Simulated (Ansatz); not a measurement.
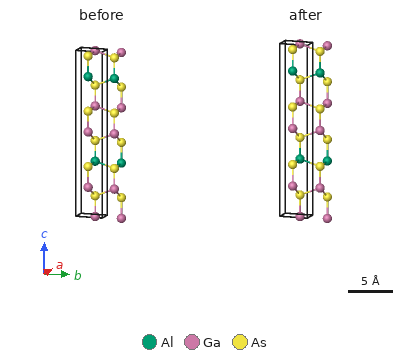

The structure of solid AlGa2As3 (a generated structure, set up in P6_3mc) (coarse preliminary run) before (left) and after (right) a relaxation, at one scale.

Style: ball-and-stick. Shown: the cell of the calculation, repeated 1 × 2 × 1 with one cell outlined, from a free direction.

Level of theory: DFT PBE, scalar-relativistic, plane waves, PAW (Ansatz 0.2.0). Set-up: plane-wave cutoff 420 eV; k-point mesh 6 × 6 × 1; occupations gaussian; smearing width 0.1 eV; no spin polarisation; cell and atoms relaxed; force threshold 0.04 eV/Å; at most 70 steps.

Question: What changed between the two?

Answer: Over 2 accepted moves (3 points after the start) the energy falls by 1.079 eV per cell of the calculation. Largest force component: 0.1 eV/Å at the start, 0.017 eV/Å at the end. The pressure goes from 11.17 to 0.37 GPa. At 1 point the geometry stayed and the basis and grid were re-selected for the new cell (energy shift of 10.2 meV per cell of the calculation at most each time). The largest moves relative to the cell, 0.009 Å, are those of As atoms. By element the largest moves are As 0.009 Å, Al 0.009 Å, Ga 0.004 Å. The drawn cell changes as follows: a = b 3.872 → 4.041 Å (+4.4 %), c 19.155 → 19.939 Å (+4.1 %); the volume changes by +13.4 %. Some distances before and after: As–Ga 2.376 → 2.479 Å, As–Ga 2.388 → 2.491 Å, Al–As 2.388 → 2.488 Å, Al–As 2.376 → 2.473 Å. The space group stays P6_3mc (No. 186). The run took 82 s on 1 thread of Arm Neoverse V2 (shared host), peak memory 0.55 GiB.
